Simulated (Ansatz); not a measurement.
Run report: SiC, geometry relaxation (part 2 of 3)

The same run, continued: SiC (slab, 18 atoms in the cell); DFT PBEsol, scalar-relativistic, plane waves, PAW, no spin polarisation (Ansatz 0.2.0); cutoff 420 eV, 9×6×1 k-mesh, Gaussian smearing of 0.05 eV. The structure derives from an entry of the Crystallography Open Database.

Geometry of the input (Å; fractional positions):
```
3.0808  0.0000  0.0000
0.0000  4.3568  0.0000
0.0000  0.0000  27.3230
Si 0.5000  0.5000  0.2745
C  0.0000  0.7500  0.2745
Si 0.0000  0.0000  0.3309
C  0.5000  0.2500  0.3309
Si 0.5000  0.5000  0.3872
C  0.0000  0.7500  0.3872
Si 0.0000  0.0000  0.4436
C  0.5000  0.2500  0.4436
Si 0.5000  0.5000  0.5000
C  0.0000  0.7500  0.5000
Si 0.0000  0.0000  0.5564
C  0.5000  0.2500  0.5564
Si 0.5000  0.5000  0.6128
C  0.0000  0.7500  0.6128
Si 0.0000  0.0000  0.6691
C  0.5000  0.2500  0.6691
Si 0.5000  0.5000  0.7255
C  0.0000  0.7500  0.7255
```

### Log, continued
```
SCF iter   1: F=—  HF=-7813.113180 eV  |F-HF|=—  |Δ(HF+E_count)|=         —  Δρ=2.41e-3  dr2=3.01e-2  ethr=4.64e-4  p=0.000 e·Å  D=2.45e-6 V/Å  ΔV_dip=-0.00 eV  dr2_dipole=5.24e-10  V_vac-E_F(+/−)=5.39/5.39 eV  ⟨swp⟩=3.2  Hψ=2411  notcnv=0  defer=227
efield: sawtooth ramp at fractional position 0.9500 (handed on by an earlier solve), width 0.1000; the density the first Hamiltonian is built on has a dipole p = 0.000 e·Å; the dipole correction subtracts the counter field D = 2.45e-6 V/Å, which shifts the + side's vacuum level by -0.00 eV against the − side's; the planar-averaged density in the ramp window peaks in size at 3.1e-7 e/Å³
preconditioner: auto → Resta (q_TF=auto, 2.080 Å⁻¹)  ε∞=3.1  [insulator: Δε(μ)=0.428 eV  Ē_g=11.317 eV  σ=0.050 eV  W_gap=1.00  n_scr=50 (ndim 8)  ℏωp=16.5 eV  f_vac=0.435  D(μ)=0.00/eV (n_scr^D=0)  ε∞_Penn≈3.1  vacuum switching on, ρ_ref=9.3e-3 e/Å³]
SCF iter   2: F=—  HF=-7813.105538 eV  |F-HF|=—  |Δ(HF+E_count)|=   7.64e-3  Δρ=1.17e-3  dr2=5.07e-3  ethr=4.19e-5  p=-0.000 e·Å  D=-1.32e-6 V/Å  ΔV_dip=0.00 eV  dr2_dipole=8.45e-12  V_vac-E_F(+/−)=5.33/5.33 eV  ⟨swp⟩=2.3  Hψ=1816  notcnv=0  defer=227
SCF iter   3: F=—  HF=-7813.104562 eV  |F-HF|=—  |Δ(HF+E_count)|=   9.76e-4  Δρ=4.68e-4  dr2=1.54e-3  ethr=7.05e-6  p=-0.000 e·Å  D=-1.77e-6 V/Å  ΔV_dip=0.00 eV  dr2_dipole=5.78e-12  V_vac-E_F(+/−)=5.33/5.33 eV  ⟨swp⟩=2.1  Hψ=1463  notcnv=0  defer=227
SCF iter   4: F=—  HF=-7813.104356 eV  |F-HF|=—  |Δ(HF+E_count)|=   2.06e-4  Δρ=1.22e-4  dr2=4.82e-5  ethr=2.13e-6  p=-0.000 e·Å  D=-1.12e-6 V/Å  ΔV_dip=0.00 eV  dr2_dipole=1.14e-11  V_vac-E_F(+/−)=5.32/5.32 eV  ⟨swp⟩=2.5  Hψ=1495  notcnv=0  defer=227
iter 5 did not close the SCF: its close was put off until two iterations running show no level that it waits for move by more than its bar (scf_convergence_deferred on its scf_iter line)
SCF iter   5: F=-7813.104352 eV  HF=-7813.104357 eV  |F-HF|=5.04e-6  |Δ(HF+E_count)|=   1.15e-6  Δρ=4.34e-5  dr2=9.43e-6  ethr=1.32e-8  p=-0.000 e·Å  D=-2.00e-6 V/Å  ΔV_dip=0.00 eV  dr2_dipole=2.00e-11  V_vac-E_F(+/−)=5.31/5.31 eV  ⟨swp⟩=27.4  Hψ=14495  notcnv=0
SCF iter   6: F=-7813.104357 eV  HF=-7813.104357 eV  |F-HF|=1.13e-7  |Δ(HF+E_count)|=   4.74e-7  Δρ=8.94e-6  dr2=4.60e-7  ethr=1.31e-8  p=-0.000 e·Å  D=-1.23e-6 V/Å  ΔV_dip=0.00 eV  dr2_dipole=6.34e-12  V_vac-E_F(+/−)=5.31/5.31 eV  ⟨swp⟩=13.3  Hψ=9882  notcnv=0
SCF 4 converged in 6 iterations: F = -7813.104357 eV  dr2 = 4.60e-7
  greatest PAW one-centre occupation: 0.657 electrons in one spin orbital (limit 2), on the C atom at site 17 (counted from 0), in its partial waves of l = 0
relax step   4: F+E_penalty+E_count = -7813.10435697 eV  Δ(F+E_penalty+E_count) = -1.923e-2 eV  max|allowed force component| = 1.275e-1 eV/Å  Δτ_max = 0.0284 Å  (6 SCF iters, dr2 threshold 9.51e-6 eV, accepted)
SCF iter   1: F=—  HF=-7813.106112 eV  |F-HF|=—  |Δ(HF+E_count)|=         —  Δρ=4.39e-4  dr2=1.92e-3  ethr=1.28e-5  p=-0.000 e·Å  D=-1.23e-6 V/Å  ΔV_dip=0.00 eV  dr2_dipole=2.82e-10  V_vac-E_F(+/−)=5.31/5.31 eV  ⟨swp⟩=2.0  Hψ=2230  notcnv=0  defer=230
efield: sawtooth ramp at fractional position 0.9500 (handed on by an earlier solve), width 0.1000; the density the first Hamiltonian is built on has a dipole p = -0.000 e·Å; the dipole correction subtracts the counter field D = -1.23e-6 V/Å, which shifts the + side's vacuum level by +0.00 eV against the − side's; the planar-averaged density in the ramp window peaks in size at 3.5e-7 e/Å³
preconditioner: auto → Resta (q_TF=auto, 2.080 Å⁻¹)  ε∞=3.1  [insulator: Δε(μ)=0.467 eV  Ē_g=11.301 eV  σ=0.050 eV  W_gap=1.00  n_scr=50 (ndim 8)  ℏωp=16.5 eV  f_vac=0.435  D(μ)=0.00/eV (n_scr^D=0)  ε∞_Penn≈3.1  vacuum switching on, ρ_ref=9.3e-3 e/Å³]
SCF iter   2: F=—  HF=-7813.105764 eV  |F-HF|=—  |Δ(HF+E_count)|=   3.48e-4  Δρ=2.30e-4  dr2=2.69e-4  ethr=2.67e-6  p=0.000 e·Å  D=1.45e-6 V/Å  ΔV_dip=-0.00 eV  dr2_dipole=3.96e-11  V_vac-E_F(+/−)=5.32/5.32 eV  ⟨swp⟩=2.9  Hψ=1799  notcnv=0  defer=230
SCF iter   3: F=—  HF=-7813.105837 eV  |F-HF|=—  |Δ(HF+E_count)|=   7.36e-5  Δρ=1.12e-4  dr2=5.07e-5  ethr=3.74e-7  p=0.000 e·Å  D=4.71e-7 V/Å  ΔV_dip=-0.00 eV  dr2_dipole=4.41e-12  V_vac-E_F(+/−)=5.31/5.31 eV  ⟨swp⟩=2.3  Hψ=1326  notcnv=0  defer=230
SCF iter   4: F=—  HF=-7813.105828 eV  |F-HF|=—  |Δ(HF+E_count)|=   8.85e-6  Δρ=3.16e-5  dr2=3.42e-6  ethr=7.04e-8  p=0.000 e·Å  D=7.21e-7 V/Å  ΔV_dip=-0.00 eV  dr2_dipole=4.31e-13  V_vac-E_F(+/−)=5.31/5.31 eV  ⟨swp⟩=2.4  Hψ=1557  notcnv=0  defer=230
SCF iter   5: F=-7813.105828 eV  HF=-7813.105828 eV  |F-HF|=4.01e-8  |Δ(HF+E_count)|=   4.04e-7  Δρ=9.39e-6  dr2=3.06e-7  ethr=1.41e-9  p=0.000 e·Å  D=6.14e-7 V/Å  ΔV_dip=-0.00 eV  dr2_dipole=3.22e-14  V_vac-E_F(+/−)=5.31/5.31 eV  ⟨swp⟩=22.9  Hψ=11474  notcnv=0
SCF 5 converged in 5 iterations: F = -7813.105828 eV  dr2 = 3.06e-7
relax step   5: F+E_penalty+E_count = -7813.10582798 eV  Δ(F+E_penalty+E_count) = -1.471e-3 eV  max|allowed force component| = 1.434e-2 eV/Å  Δτ_max = 0.0052 Å  (5 SCF iters, dr2 threshold 1.02e-6 eV, accepted)
iter 1 solved again at ethr=4.24e-10 eV; its pass at ethr=3.10e-3 eV (dr2=3.05e-7 eV) is discarded
SCF iter   1: F=—  HF=-7813.105819 eV  |F-HF|=—  |Δ(HF+E_count)|=         —  Δρ=9.38e-6  dr2=3.05e-7  ethr=4.24e-10  p=0.000 e·Å  D=6.14e-7 V/Å  ΔV_dip=-0.00 eV  dr2_dipole=1.64e-13  V_vac-E_F(+/−)=5.31/5.31 eV  ⟨swp⟩=1.0  Hψ=2680  notcnv=0
efield: sawtooth ramp at fractional position 0.9500 (handed on by an earlier solve), width 0.1000; the density the first Hamiltonian is built on has a dipole p = 0.000 e·Å; the dipole correction subtracts the counter field D = 6.14e-7 V/Å, which shifts the + side's vacuum level by -0.00 eV against the − side's; the planar-averaged density in the ramp window peaks in size at 3.5e-7 e/Å³
preconditioner: auto → Resta (q_TF=auto, 2.080 Å⁻¹)  ε∞=3.1  [insulator: Δε(μ)=0.458 eV  Ē_g=11.302 eV  σ=0.050 eV  W_gap=1.00  n_scr=50 (ndim 8)  ℏωp=16.5 eV  f_vac=0.435  D(μ)=0.00/eV (n_scr^D=0)  ε∞_Penn≈3.1  vacuum switching on, ρ_ref=9.3e-3 e/Å³]
SCF iter   2: F=-7813.105828 eV  HF=-7813.105828 eV  |F-HF|=1.30e-8  |Δ(HF+E_count)|=   8.76e-6  Δρ=4.99e-6  dr2=8.57e-8  ethr=1.39e-10  p=0.000 e·Å  D=6.79e-7 V/Å  ΔV_dip=-0.00 eV  dr2_dipole=1.85e-13  V_vac-E_F(+/−)=5.31/5.31 eV  ⟨swp⟩=9.6  Hψ=8607  notcnv=0
SCF 6 converged in 2 iterations: F = -7813.105828 eV  dr2 = 8.57e-8
relax step   6: F+E_penalty+E_count = -7813.10582805 eV  Δ(F+E_penalty+E_count) = -6.229e-8 eV  max|allowed force component| = 1.431e-2 eV/Å  Δτ_max = 0.0000 Å  (2 SCF iters, accepted)
```

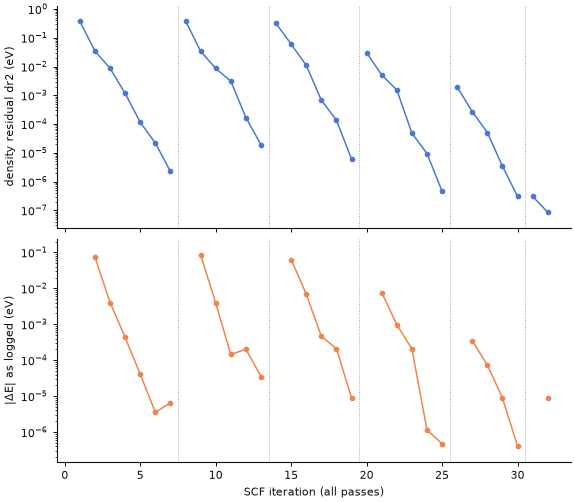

Figure 1. Convergence of the self-consistent field: density residual dr2 and size of the energy change against the SCF iteration. The dotted lines part the SCF passes of the relaxation: geometry steps, rejected trials and re-solves on a re-selected basis. The 6 passes take 2 to 7 iterations each, 32 in all.

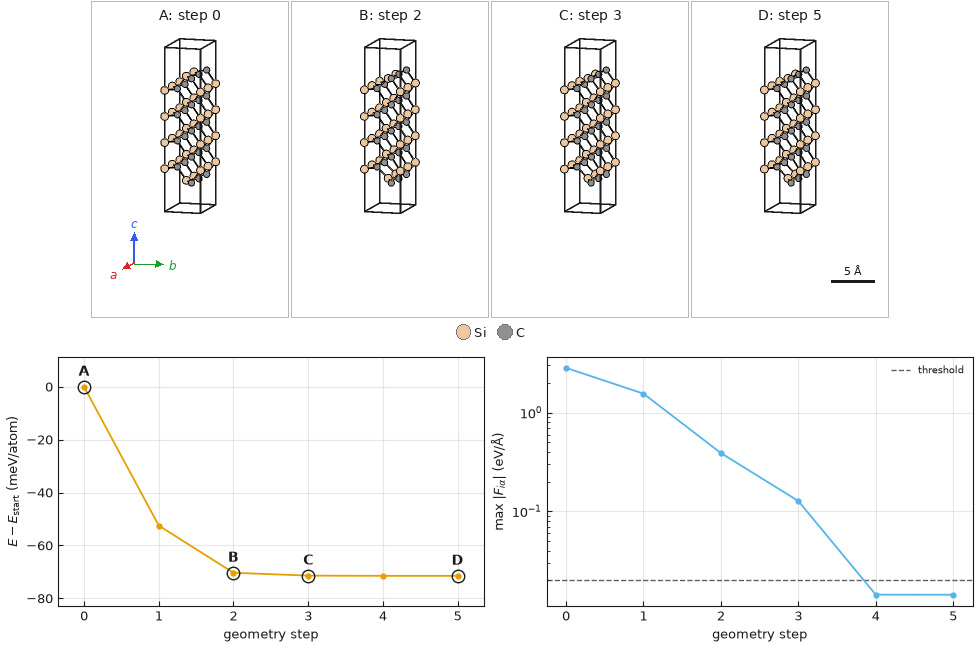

Figure 2. Frames of the relaxation (ball-and-stick view of the 2 × 1 repeat of the cell, with the vacuum cut short (origin shifted), seen slightly off an axis) above the curves, on which the letters mark them (the first geometry is step 0 here and step 1 in the log).

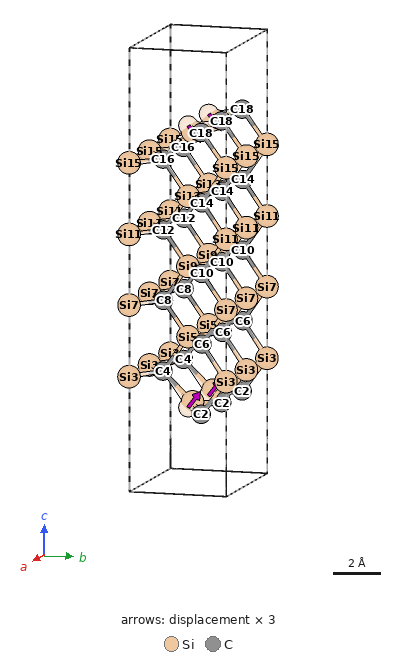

Figure 3. Start (faint) and end (solid) with the displacements as pink arrows, magnified 3 times (ball-and-stick view of the 2 × 1 repeat of the cell, with the vacuum cut short (origin shifted), seen slightly off an axis). The energy falls by 71.5 meV per atom in 5 geometry steps. Largest force component: 2.8 eV/Å at the start, 0.014 eV/Å at the end. The largest moves, 0.31 Å, are those of Si1 and Si17. Largest moves by element: Si 0.31 Å, C 0.05 Å. The cell doesn't change. Among the contacts that change: Si17–C18 1.887 → 1.777 Å, C16–Si17 1.887 → 1.844 Å, C4–Si5 1.887 → 1.929 Å, C2–Si3 1.887 → 1.854 Å. Among the angles that change: Si1–C4–Si5 109.5° → 98.1°, Si17–C18–Si17 109.5° → 120.2°, C18–Si17–C18 109.5° → 120.2°. (Atoms are counted from 1 in the order of the input.)

```
WARN: The output density's exchange-correlation potential varies sharply where the density is thin. Do not read a vacuum level from v_tot or v_xc, or from such a field of the output density. On a cell that repeats whose density bears no net charge and no dipole along the vacuum's axis use v_es (v_loc + v_h of the components); under efield.dipole_correction with no amplitude use v_es + v_field, which holds any external_charges[].barrier, or the levels of the report's work_function block, which leave it out; under a non-zero efield.amplitude the vacuum is tilted and has no level; on a cell that repeats and bears such a dipole with no correction it is tilted too, and efield.dipole_correction with no amplitude gives each side of its ramp a level where efield: is served; in a cell that repeats whose density bears a net charge (total_charge, or a fill off its count) it is curved and has none; of a slab under crystal.periodic whose density bears no net charge use v_es, which has a level on each side, short of where the two are joined; of another it falls or rises all the way out and has none; of a slab beside external_charges read slab_vacuum_level instead, which it has where they leave it neutral. The grid or the basis barely resolves most such structure, and the values can differ between equally converged runs; as a rule a tighter scf.convergence.dr2_threshold does not remove it. Where the density itself ripples (under the LDA too) a higher basis.ecutwfc lessens it. The files hold the spikes' plane waves up to the density's cutoff. Files: v_tot_of_output_density and the like, and their columns of v_z.tsv (output.write_potential); v_xc_of_output_density and the like, and their columns of v_comp_z.tsv (output.write_potential_components). Measured: with its Gaussian average of σ = 0.25 Å subtracted twice, the exchange-correlation potential is over 0.1 eV at 28 of the grid points where the equally averaged density (valence and model cores) is under 1e-3 e/Å³, and 0.177 eV at the most among them, at an averaged density of 2.8e-7 e/Å³. The input density's (outcome.potential() and, of a run that writes arrays, v_tot and v_xc) is over 0.1 eV, so measured, at 24 points of its own thin density, 0.192 eV at the most. See output.write_potential in the manual, Limitations
SCF converged after 2 iterations
Free energy (F): -7813.105828 eV
Harris-Foulkes:  -7813.105828 eV  (|F-HF|=1.30e-8)
Internal energy: -7813.105828 eV  (E = F + TS)
E sigma→0 (E₀):  -7813.105828 eV
Fermi energy:    2.527874 eV
Dipole field:    D = 0.000000 V/Å  (p = 0.000001 e·Å, saw-weighted, corrected)
Work function:   Φ+ = 5.3104 eV   Φ− = 5.3104 eV
Levels:          The Fermi level and band energies are counted from a zero that moves with the ramp; work functions are not
--- Per-component energies (eV) ---
  E_band       = -285.351882
  E_kinetic    = 1210.334678
  E_local      = -40228.974937  (includes V_loc(G=0)·N_el)
  E_nonlocal   = 469.620755
  E_hartree    = 19661.831079
  E_xc         = -937.763346
  E_vxc        = -977.040957  (∫ρ·V_xc dr)
  E_paw        = -5348.384452  (= ΣΔE_a)
  E_vpaw       = -82.923463  (= ΣTr[D̂ρ^β])
  E_aug_tail   = 0.000118  (compensation charges beyond the density's cutoff)
  E_efield     = 0.000000  (sawtooth field / dipole correction)
  E_vefield    = 0.000000  (∫n·V_field dr)
  E_ewald      = 17359.756327
  E_core_change = 0.473950  (= ΣΔE_core)
  E_smearing   = -0.000000  (= −TS)
  E_closure    = 0.000000  (closes the sum)
  Σ components = -7813.105828   (vs F -7813.105828, Δ=0.00e0)
--- Forces (eV/Å), atoms counted from 1 ---
  atom   1  Si     0.00000000    -0.00173989    -0.00444653
  atom   2  C      0.00000000     0.00951350     0.01003697
  atom   3  Si     0.00000000    -0.00044786    -0.01431073
  atom   4  C      0.00000000     0.00137293     0.00339551
  atom   5  Si     0.00000000    -0.00825794    -0.00332735
  atom   6  C      0.00000000     0.00361521     0.01260144
  atom   7  Si     0.00000000    -0.00018329    -0.00896654
  atom   8  C      0.00000000    -0.00170030     0.00491836
  atom   9  Si     0.00000000    -0.00391366    -0.00001809
  atom  10  C      0.00000000    -0.00029345     0.00001783
  atom  11  Si     0.00000000    -0.00018485     0.00893205
  atom  12  C      0.00000000    -0.00169914    -0.00488279
  atom  13  Si     0.00000000    -0.00826529     0.00330583
  atom  14  C      0.00000000     0.00361195    -0.01257459
  atom  15  Si     0.00000000    -0.00045295     0.01429159
  atom  16  C      0.00000000     0.00137563    -0.00338154
  atom  17  Si     0.00000000    -0.00175048     0.00443993
  atom  18  C      0.00000000     0.00951054    -0.01003064
  max |Σ_I F_I| component: 1.11e-4 eV/Å
--- Band table (eV; the first three rows and the last of 20) ---
  k-point 0: bands = ["-13.5551", "-13.2020", "-12.5688", "-11.6105", "-10.4140", "-9.3360", "-8.6865", "-8.5523", "-8.5003", "-5.9848", "-5.7133", "-5.3130", "-4.7498", "-3.9060", "-3.5075", "-3.4175", "-2.9171", "-2.2216", "-2.1327", "-1.3998", "-1.3570", "-1.3034", "-1.2045", "-0.8091", "-0.5392", "-0.2075", "-0.1702", "0.4489", "0.8865", "0.9288", "0.9544", "1.3317", "1.6061", "1.7272", "1.8698", "1.9372", "3.4414", "4.0824", "4.9175", "5.2310", "5.3512", "6.0401", "6.5423", "7.3790", "7.4445", "7.6256", "8.3026", "8.3724", "8.6288", "8.7005", "8.7389", "8.8437", "9.0542", "9.0944"]
```
